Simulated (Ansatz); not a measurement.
# Pt(111) with 4 layers of random Pt-Ti, 2x2: scattering by chemical disorder, part 2 of 2

Aim: the residual resistivity of a random alloy, from Pt(111) with 4 layers of random Pt-Ti, 2x2 and longer regions.

Ansatz 0.2.0; Ansatz plane-wave DFT, PBE, PAW files; ballistic transport by layer matching (Landauer), zero bias; PAW set soft_1.

So far. Step 2 (With 4 alloy layers): Over the solved energies the transmission per spin lies between 2.85 and 3.28, out of 6.77 channels of the lead on average (up to 7.28).

### Step 3. With 8 alloy layers

System of this step: Pt(111) with 8 layers of random Pt-Ti, 2x2. The cell holds 56 atoms: 52 Pt and 4 Ti. Cell: a = 5.546 Å, b = 5.546 Å, c = 31.740 Å, α = 87.5°, β = 92.5°, γ = 120.0°. It derives from Pt. Regions: lead, 24 atoms (24 Pt); scattering region, 32 atoms (28 Pt and 4 Ti). The structure is stacked along c, and the current runs across the ab planes.

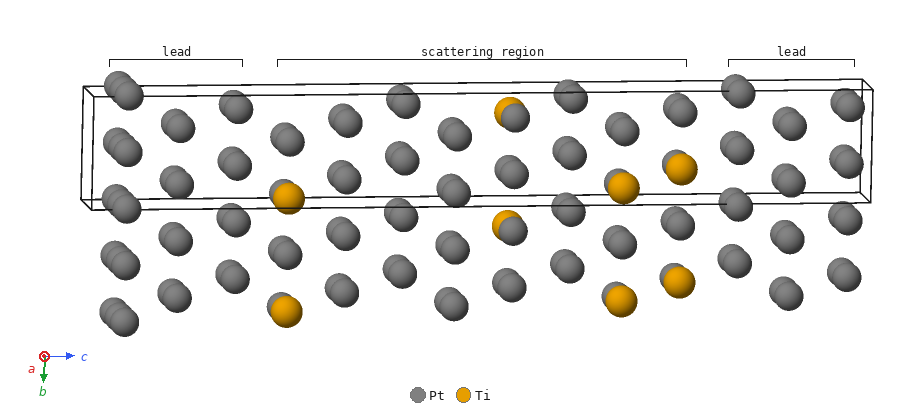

The cell of this step (platinum grey, titanium orange). 1×2×1 cells are drawn. Some periodic images of atoms are drawn too.

input.yaml

```yaml
crystal:
  lattice:
    - [5.5462627489, 0.0, 0.0]
    - [-2.7731313745, 4.8032044366, 0.0]
    - [-1.3865656872, 0.8005340728, 31.6995319999]
  atoms:
    - { symbol: Pt, position: [0.005952381, 0.994047619, 0.0357142857] }
    - { symbol: Pt, position: [0.005952381, 0.494047619, 0.0357142857] }
    - { symbol: Pt, position: [0.505952381, 0.994047619, 0.0357142857] }
    - { symbol: Pt, position: [0.505952381, 0.494047619, 0.0357142857] }
    - { symbol: Pt, position: [0.1845238095, 0.3154761905, 0.1071428571] }
    - { symbol: Pt, position: [0.1845238095, 0.8154761905, 0.1071428571] }
    - { symbol: Pt, position: [0.6845238095, 0.3154761905, 0.1071428571] }
    - { symbol: Pt, position: [0.6845238095, 0.8154761905, 0.1071428571] }
    - { symbol: Pt, position: [0.3630952381, 0.1369047619, 0.1785714286] }
    - { symbol: Pt, position: [0.3630952381, 0.6369047619, 0.1785714286] }
    - { symbol: Pt, position: [0.8630952381, 0.1369047619, 0.1785714286] }
    - { symbol: Pt, position: [0.8630952381, 0.6369047619, 0.1785714286] }
    - { symbol: Pt, position: [0.0416666667, 0.9583333333, 0.25] }
    - { symbol: Pt, position: [0.0416666667, 0.4583333333, 0.25] }
    - { symbol: Ti, position: [0.5416666667, 0.9583333333, 0.25] }
    - { symbol: Pt, position: [0.5416666667, 0.4583333333, 0.25] }
    - { symbol: Pt, position: [0.2202380952, 0.2797619048, 0.3214285714] }
    - { symbol: Pt, position: [0.2202380952, 0.7797619048, 0.3214285714] }
    - { symbol: Pt, position: [0.7202380952, 0.2797619048, 0.3214285714] }
    - { symbol: Pt, position: [0.7202380952, 0.7797619048, 0.3214285714] }
    - { symbol: Pt, position: [0.3988095238, 0.1011904762, 0.3928571429] }
    - { symbol: Pt, position: [0.3988095238, 0.6011904762, 0.3928571429] }
    - { symbol: Pt, position: [0.8988095238, 0.1011904762, 0.3928571429] }
    - { symbol: Pt, position: [0.8988095238, 0.6011904762, 0.3928571429] }
    - { symbol: Pt, position: [0.0773809524, 0.9226190476, 0.4642857143] }
    - { symbol: Pt, position: [0.0773809524, 0.4226190476, 0.4642857143] }
    - { symbol: Pt, position: [0.5773809524, 0.9226190476, 0.4642857143] }
    - { symbol: Pt, position: [0.5773809524, 0.4226190476, 0.4642857143] }
    - { symbol: Ti, position: [0.255952381, 0.244047619, 0.5357142857] }
    - { symbol: Pt, position: [0.255952381, 0.744047619, 0.5357142857] }
    - { symbol: Pt, position: [0.755952381, 0.244047619, 0.5357142857] }
    - { symbol: Pt, position: [0.755952381, 0.744047619, 0.5357142857] }
    - { symbol: Pt, position: [0.4345238095, 0.0654761905, 0.6071428571] }
    - { symbol: Pt, position: [0.4345238095, 0.5654761905, 0.6071428571] }
    - { symbol: Pt, position: [0.9345238095, 0.0654761905, 0.6071428571] }
    - { symbol: Pt, position: [0.9345238095, 0.5654761905, 0.6071428571] }
    - { symbol: Pt, position: [0.1130952381, 0.8869047619, 0.6785714286] }
    - { symbol: Pt, position: [0.1130952381, 0.3869047619, 0.6785714286] }
    - { symbol: Ti, position: [0.6130952381, 0.8869047619, 0.6785714286] }
    - { symbol: Pt, position: [0.6130952381, 0.3869047619, 0.6785714286] }
    - { symbol: Pt, position: [0.2916666667, 0.2083333333, 0.75] }
    - { symbol: Pt, position: [0.2916666667, 0.7083333333, 0.75] }
    - { symbol: Pt, position: [0.7916666667, 0.2083333333, 0.75] }
    - { symbol: Ti, position: [0.7916666667, 0.7083333333, 0.75] }
    - { symbol: Pt, position: [0.4702380952, 0.0297619048, 0.8214285714] }
    - { symbol: Pt, position: [0.4702380952, 0.5297619048, 0.8214285714] }
    - { symbol: Pt, position: [0.9702380952, 0.0297619048, 0.8214285714] }
    - { symbol: Pt, position: [0.9702380952, 0.5297619048, 0.8214285714] }
    - { symbol: Pt, position: [0.1488095238, 0.8511904762, 0.8928571429] }
    - { symbol: Pt, position: [0.1488095238, 0.3511904762, 0.8928571429] }
    - { symbol: Pt, position: [0.6488095238, 0.8511904762, 0.8928571429] }
    - { symbol: Pt, position: [0.6488095238, 0.3511904762, 0.8928571429] }
    - { symbol: Pt, position: [0.3273809524, 0.1726190476, 0.9642857143] }
    - { symbol: Pt, position: [0.3273809524, 0.6726190476, 0.9642857143] }
    - { symbol: Pt, position: [0.8273809524, 0.1726190476, 0.9642857143] }
    - { symbol: Pt, position: [0.8273809524, 0.6726190476, 0.9642857143] }
kpoints:
  mp_grid: { grid: [5, 5, 1] }
hamiltonian:
  xc: pbe
  pseudopotentials: { kind: paw, azcp: { folder: soft_1 } }
scf:
  occupations: { method: fermi_dirac, width: 0.1 }
output:
  transmission:
    leads: [[0, 4]]
    kmesh: [10, 10]
    e_range: [-0.05, 0.05]
    de: 0.05
  write_potential: true
  write_density: true
  volumetric_format: npy
```

Run with:

```
$ ansatz run input.yaml --threads 4 --pin off --max-ram 15360MiB --backend cpu --events-out ev --progress --plain --runs-dir out
```

Numbers of over 12 decimals in the logs are rounded to 6 here.

Log:

```text
[...]
Crystal: 56 atoms, lattice volume = 844.470 Å³
Basis set: ecut = 420 eV, 16521 PW (Γ)
Bands: 591, of which v1, the nominal top of the filled ones, is band 492 counted from 1 (491 counted from 0)
Symmetry: 2 space group operations
[...]
k-points: 9 of 25 (time reversal used)
[...]
SCF iter   1: F=—  HF=-661405.338707 eV  |F-HF|=—  |Δ(HF+E_count)|=         —  Δρ=3.13e-1  dr2=4.81e3  ethr=3.10e-3  ⟨swp⟩=4.2  Hψ=15237  notcnv=0  defer=159
[...]
SCF iter  13: F=-661296.355233 eV  HF=-661296.355233 eV  |F-HF|=9.76e-8  |Δ(HF+E_count)|=   1.39e-8  Δρ=6.00e-7  dr2=9.95e-8  ethr=1.02e-11  ⟨swp⟩=8.6  Hψ=14839  notcnv=0
SCF 1 converged in 13 iterations: F = -661296.355233 eV  dr2 = 9.95e-8
[...]
transmission: 178 of 1767 steps passed
transmission: 354 of 1767 steps passed
[...]
transmission: 1767 of 1767 steps passed
SCF converged after 13 iterations
Free energy (F): -661296.355233 eV
[...]
Internal energy: -661293.875188 eV  (E = F + TS)
E sigma→0 (E₀):  -661295.115210 eV
Entropy (-TS):   -2.480046 eV (-44.287 meV/atom)
Fermi energy:    22.933646 eV
[...]
--- Band table (eV; the first three rows and the last of 9) ---
  k-point 0: bands = [... 488 lower, 23.1147, 23.1199, 23.1705, 23.1813, 23.1878, 23.1981, 23.2061, 23.2225, ... 95 higher]
  k-point 1: bands = [... 488 lower, 22.9001, 22.9205, 22.9489, 22.9835, 23.0064, 23.0306, 23.0628, 23.0840, ... 95 higher]
  k-point 2: bands = [... 488 lower, 22.8950, 22.9205, 22.9449, 22.9583, 22.9830, 22.9932, 23.0049, 23.0271, ... 95 higher]
  k-point 8: bands = [... 488 lower, 22.8912, 22.9482, 22.9512, 22.9732, 22.9846, 22.9876, 23.0040, 23.0380, ... 95 higher]
--- Transmission ---
  basis      : 241 plane waves across, 57 finite elements along
  points     : 31, standing for a mesh of 10 x 10
[...]
channels       : 6.780000e0 a spin
[...]
junction   : crystal 0 to crystal 0, 0.70 to 30.13 Å
    transmission   : 2.704294e0 a spin
[...]
```

Run time: 8.7 min. Hardware: 4 threads of Arm Neoverse V2, shared host; peak memory 8.5 GiB.

Numbers from this step:

```
free energy                                    : -661296.3552 eV
energy at zero smearing                        : -661295.1152 eV
Fermi energy                                   : 22.93 eV
transmission per spin nearest the Fermi level  : 2.704
open channels per spin nearest the Fermi level : 6.78
step of the lead's potential                   : 42.1 meV
```

Per spin. Table of transmission, zone mean by energy, zero at the Fermi level:

| energy (eV) | transmission, zone mean |
| --- | --- |
| -0.0500 | 2.84 |
| 0.0000 | 2.70 |
| 0.0500 | 2.55 |

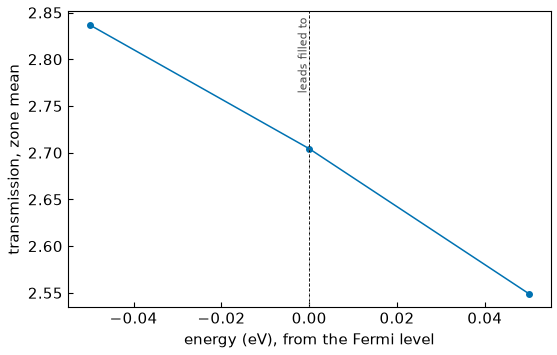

Transmission, zone mean, plotted against energy.

Over the solved energies the transmission per spin lies between 2.55 and 2.84, out of 6.76 channels of the lead on average (up to 7.1). The log calls the step of a lead's potential too much.

### Step 4. With 12 alloy layers

System of this step: Pt(111) with 12 layers of random Pt-Ti, 2x2. The cell holds 72 atoms: 66 Pt and 6 Ti. Cell: a = 5.546 Å, b = 5.546 Å, c = 40.757 Å, α = 90.0°, β = 90.0°, γ = 120.0°. It derives from Pt. Regions: lead, 24 atoms (24 Pt); scattering region, 48 atoms (42 Pt and 6 Ti). The structure is stacked along c, and the current runs across the ab planes.

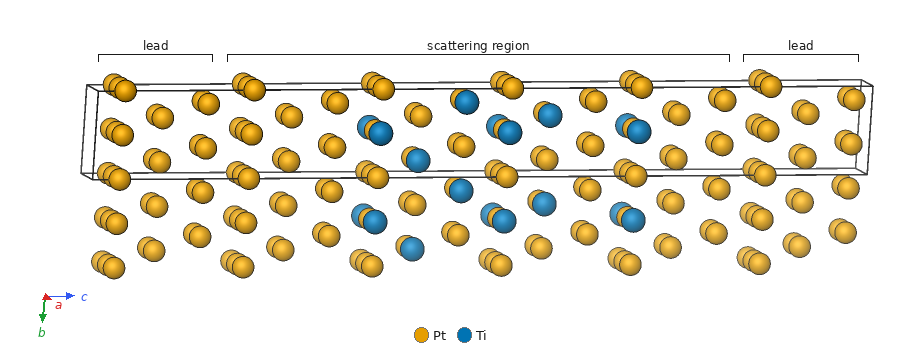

The cell of this step (platinum orange, titanium blue). 1×2×1 cells are drawn. Some periodic images of atoms are drawn too.

input.yaml

```yaml
crystal:
  lattice:
    - [5.5462627489, 0.0, 0.0]
    - [-2.7731313745, 4.8032044366, 0.0]
    - [0.0, 0.0, 40.7565411427]
  atoms:
    - { symbol: Pt, position: [0.0, 0.0, 0.0277777778] }
    - { symbol: Pt, position: [0.0, 0.5, 0.0277777778] }
    - { symbol: Pt, position: [0.5, 0.0, 0.0277777778] }
    - { symbol: Pt, position: [0.5, 0.5, 0.0277777778] }
    - { symbol: Pt, position: [0.1666666667, 0.3333333333, 0.0833333333] }
    - { symbol: Pt, position: [0.1666666667, 0.8333333333, 0.0833333333] }
    - { symbol: Pt, position: [0.6666666667, 0.3333333333, 0.0833333333] }
    - { symbol: Pt, position: [0.6666666667, 0.8333333333, 0.0833333333] }
    - { symbol: Pt, position: [0.3333333333, 0.1666666667, 0.1388888889] }
    - { symbol: Pt, position: [0.3333333333, 0.6666666667, 0.1388888889] }
    - { symbol: Pt, position: [0.8333333333, 0.1666666667, 0.1388888889] }
    - { symbol: Pt, position: [0.8333333333, 0.6666666667, 0.1388888889] }
    - { symbol: Pt, position: [0.0, 0.0, 0.1944444444] }
    - { symbol: Pt, position: [0.0, 0.5, 0.1944444444] }
    - { symbol: Pt, position: [0.5, 0.0, 0.1944444444] }
    - { symbol: Pt, position: [0.5, 0.5, 0.1944444444] }
    - { symbol: Pt, position: [0.1666666667, 0.3333333333, 0.25] }
    - { symbol: Pt, position: [0.1666666667, 0.8333333333, 0.25] }
    - { symbol: Pt, position: [0.6666666667, 0.3333333333, 0.25] }
    - { symbol: Pt, position: [0.6666666667, 0.8333333333, 0.25] }
    - { symbol: Pt, position: [0.3333333333, 0.1666666667, 0.3055555556] }
    - { symbol: Pt, position: [0.3333333333, 0.6666666667, 0.3055555556] }
    - { symbol: Pt, position: [0.8333333333, 0.1666666667, 0.3055555556] }
    - { symbol: Pt, position: [0.8333333333, 0.6666666667, 0.3055555556] }
    - { symbol: Pt, position: [0.0, 0.0, 0.3611111111] }
    - { symbol: Ti, position: [0.0, 0.5, 0.3611111111] }
    - { symbol: Pt, position: [0.5, 0.0, 0.3611111111] }
    - { symbol: Pt, position: [0.5, 0.5, 0.3611111111] }
    - { symbol: Pt, position: [0.1666666667, 0.3333333333, 0.4166666667] }
    - { symbol: Pt, position: [0.1666666667, 0.8333333333, 0.4166666667] }
    - { symbol: Pt, position: [0.6666666667, 0.3333333333, 0.4166666667] }
    - { symbol: Ti, position: [0.6666666667, 0.8333333333, 0.4166666667] }
    - { symbol: Pt, position: [0.3333333333, 0.1666666667, 0.4722222222] }
    - { symbol: Pt, position: [0.3333333333, 0.6666666667, 0.4722222222] }
    - { symbol: Ti, position: [0.8333333333, 0.1666666667, 0.4722222222] }
    - { symbol: Pt, position: [0.8333333333, 0.6666666667, 0.4722222222] }
    - { symbol: Pt, position: [0.0, 0.0, 0.5277777778] }
    - { symbol: Ti, position: [0.0, 0.5, 0.5277777778] }
    - { symbol: Pt, position: [0.5, 0.0, 0.5277777778] }
    - { symbol: Pt, position: [0.5, 0.5, 0.5277777778] }
    - { symbol: Pt, position: [0.1666666667, 0.3333333333, 0.5833333333] }
    - { symbol: Pt, position: [0.1666666667, 0.8333333333, 0.5833333333] }
    - { symbol: Ti, position: [0.6666666667, 0.3333333333, 0.5833333333] }
    - { symbol: Pt, position: [0.6666666667, 0.8333333333, 0.5833333333] }
    - { symbol: Pt, position: [0.3333333333, 0.1666666667, 0.6388888889] }
    - { symbol: Pt, position: [0.3333333333, 0.6666666667, 0.6388888889] }
    - { symbol: Pt, position: [0.8333333333, 0.1666666667, 0.6388888889] }
    - { symbol: Pt, position: [0.8333333333, 0.6666666667, 0.6388888889] }
    - { symbol: Pt, position: [0.0, 0.0, 0.6944444444] }
    - { symbol: Ti, position: [0.0, 0.5, 0.6944444444] }
    - { symbol: Pt, position: [0.5, 0.0, 0.6944444444] }
    - { symbol: Pt, position: [0.5, 0.5, 0.6944444444] }
    - { symbol: Pt, position: [0.1666666667, 0.3333333333, 0.75] }
    - { symbol: Pt, position: [0.1666666667, 0.8333333333, 0.75] }
    - { symbol: Pt, position: [0.6666666667, 0.3333333333, 0.75] }
    - { symbol: Pt, position: [0.6666666667, 0.8333333333, 0.75] }
    - { symbol: Pt, position: [0.3333333333, 0.1666666667, 0.8055555556] }
    - { symbol: Pt, position: [0.3333333333, 0.6666666667, 0.8055555556] }
    - { symbol: Pt, position: [0.8333333333, 0.1666666667, 0.8055555556] }
    - { symbol: Pt, position: [0.8333333333, 0.6666666667, 0.8055555556] }
    - { symbol: Pt, position: [0.0, 0.0, 0.8611111111] }
    - { symbol: Pt, position: [0.0, 0.5, 0.8611111111] }
    - { symbol: Pt, position: [0.5, 0.0, 0.8611111111] }
    - { symbol: Pt, position: [0.5, 0.5, 0.8611111111] }
    - { symbol: Pt, position: [0.1666666667, 0.3333333333, 0.9166666667] }
    - { symbol: Pt, position: [0.1666666667, 0.8333333333, 0.9166666667] }
    - { symbol: Pt, position: [0.6666666667, 0.3333333333, 0.9166666667] }
    - { symbol: Pt, position: [0.6666666667, 0.8333333333, 0.9166666667] }
    - { symbol: Pt, position: [0.3333333333, 0.1666666667, 0.9722222222] }
    - { symbol: Pt, position: [0.3333333333, 0.6666666667, 0.9722222222] }
    - { symbol: Pt, position: [0.8333333333, 0.1666666667, 0.9722222222] }
    - { symbol: Pt, position: [0.8333333333, 0.6666666667, 0.9722222222] }
kpoints:
  mp_grid: { grid: [5, 5, 1] }
hamiltonian:
  xc: pbe
  pseudopotentials: { kind: paw, azcp: { folder: soft_1 } }
scf:
  occupations: { method: fermi_dirac, width: 0.1 }
output:
  transmission:
    leads: [[0, 4]]
    kmesh: [10, 10]
    e_range: [-0.05, 0.05]
    de: 0.05
  write_potential: true
  write_density: true
  volumetric_format: npy
```

Log:

```text
[...]
Crystal: 72 atoms, lattice volume = 1085.747 Å³
Basis set: ecut = 420 eV, 21305 PW (Γ)
Bands: 756, of which v1, the nominal top of the filled ones, is band 630 counted from 1 (629 counted from 0)
Symmetry: 1 space group operations
[...]
k-points: 13 of 25 (time reversal used)
[...]
SCF iter   1: F=—  HF=-841791.827083 eV  |F-HF|=—  |Δ(HF+E_count)|=         —  Δρ=3.26e-1  dr2=1.94e4  ethr=3.10e-3  ⟨swp⟩=4.2  Hψ=27936  notcnv=0  defer=267
[...]
SCF iter  13: F=-841646.534585 eV  HF=-841646.534585 eV  |F-HF|=6.11e-8  |Δ(HF+E_count)|=   1.06e-8  Δρ=3.86e-7  dr2=6.22e-8  ethr=7.94e-12  ⟨swp⟩=7.5  Hψ=29270  notcnv=0
SCF 1 converged in 13 iterations: F = -841646.534585 eV  dr2 = 6.22e-8
[...]
transmission: 381 of 3796 steps passed
transmission: 761 of 3796 steps passed
[...]
transmission: 3796 of 3796 steps passed
SCF converged after 13 iterations
Free energy (F): -841646.534585 eV
[...]
Internal energy: -841643.283884 eV  (E = F + TS)
E sigma→0 (E₀):  -841644.909235 eV
Entropy (-TS):   -3.250702 eV (-45.149 meV/atom)
Fermi energy:    22.844256 eV
[...]
--- Band table (eV; the first three rows and the last of 13) ---
  k-point 0: bands = [... 626 lower, 23.0356, 23.0614, 23.0797, 23.0811, 23.0963, 23.0973, 23.1032, 23.1330, ... 122 higher]
  k-point 1: bands = [... 626 lower, 22.8250, 22.8439, 22.8549, 22.8773, 22.8850, 22.9107, 22.9276, 22.9516, ... 122 higher]
  k-point 2: bands = [... 626 lower, 22.7900, 22.8018, 22.8509, 22.8719, 22.8870, 22.8967, 22.9174, 22.9424, ... 122 higher]
  k-point 12: bands = [... 626 lower, 22.7265, 22.7295, 22.7507, 22.7702, 22.8008, 22.8388, 22.8506, 22.8730, ... 122 higher]
--- Transmission ---
  basis      : 241 plane waves across, 73 finite elements along
  points     : 52, standing for a mesh of 10 x 10
[...]
channels       : 6.890000e0 a spin
[...]
junction   : crystal 0 to crystal 0, 1.57 to 40.06 Å
    transmission   : 1.604083e0 a spin
[...]
```

Elapsed: 24 min, on 4 threads; peak memory 8.4 GiB; 90 min of CPU time.

This step gave:

```
free energy                                    : -841646.5346 eV
energy at zero smearing                        : -841644.9092 eV
Fermi energy                                   : 22.84 eV
transmission per spin nearest the Fermi level  : 1.604
open channels per spin nearest the Fermi level : 6.89
step of the lead's potential                   : 6.1 meV
```

Per spin. Table of transmission, zone mean by energy, zero at the Fermi level:

| energy (eV) | transmission, zone mean |
| --- | --- |
| -0.0500 | 1.70 |
| 0.0000 | 1.60 |
| 0.0500 | 1.52 |

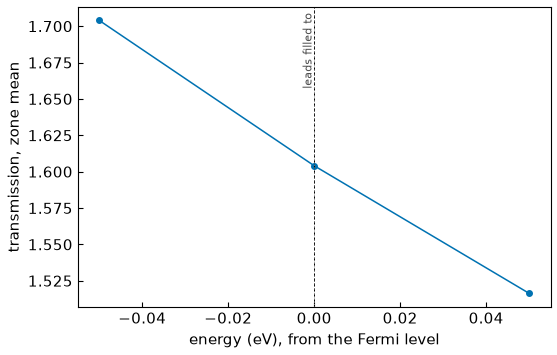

Transmission, zone mean against energy.

Over the solved energies the transmission per spin lies between 1.52 and 1.70, out of 6.75 channels of the lead on average (up to 7.14).

### Step 5. Resistance against length

This step: Ansatz plane-wave DFT, PBE, PAW files; ballistic transport by layer matching (Landauer), zero bias; residual resistivity from the slope of the area resistance, atoms on the host's lattice; PAW set soft_1 (Ansatz 0.2.0).

Numbers from this step:

```yaml
resistivity: 55.98 µΩ cm
intercept: -0.01104 fΩ m²
scatter_about_the_fit: 0.1675 fΩ m²
```

Resistance, by row:

```csv
run,length (Å),T,channels N,RA (fΩ m²)
n4,9.057,3.063,6.767,0.6144
n8,18.11,2.697,6.757,0.7661
n12,27.17,1.608,6.747,1.628
```

Table of area resistance by length of the alloy:

| length of the alloy (Å) | area resistance (fΩ m²) |
| --- | --- |
| 9.06 | 0.614 |
| 18.11 | 0.766 |
| 27.17 | 1.63 |

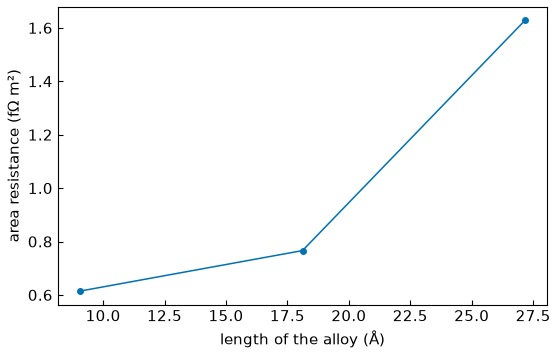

Area resistance against length of the alloy.

The area resistance goes from 0.61 to 1.6 fΩ m² between 9.1 and 27.2 Å, a slope of 56 µΩ cm.

By hand from the end points: (1.628 − 0.6144) fΩ m² / (27.17 − 9.06) Å = 56 µΩ cm, since 1 fΩ m² per Å is 1000 µΩ cm.

### Step 6. Results

| Item | Value |
| --- | --- |
| resistivity from the slope | 56.0 µΩ cm |
| area resistance over 9.06 Å | 0.614 fΩ m² |
| area resistance over 18.1 Å | 0.766 fΩ m² |
| area resistance over 27.2 Å | 1.63 fΩ m² |

The slope gives 56 µΩ cm. The points scatter by 0.17 fΩ m² about the line, with one random draw a length in a 2x2 cell, so the slope is a rough value. Read with a model of isotropic scattering on a spherical Fermi surface and the lead's 2.0×10¹⁵ S/m², this slope means a mean free path near 6.8 Å; over these lengths the model's slope is within 3 % of its bulk resistivity. The draw over the shortest length came out nearly ordered, with 8 symmetry operations, so that point is a poor sample of a random alloy. The atoms sit on the host's lattice, so scattering by size misfit is left out. Spin-orbit coupling is left out, which matters for Pt. A lead's potential steps by up to 42 meV from period to period, which the log calls too much, so longer leads could move the result.

[Logs are printed without paths, hosts, clocks, repeated set-up lines and the standing remarks that a program may print on its own settings, such as how far it seeks lower states.]

[Hosts, paths, dates, database ids (printed as entryN), source tags and the programs' standing remarks are cut or masked in the printed files.]
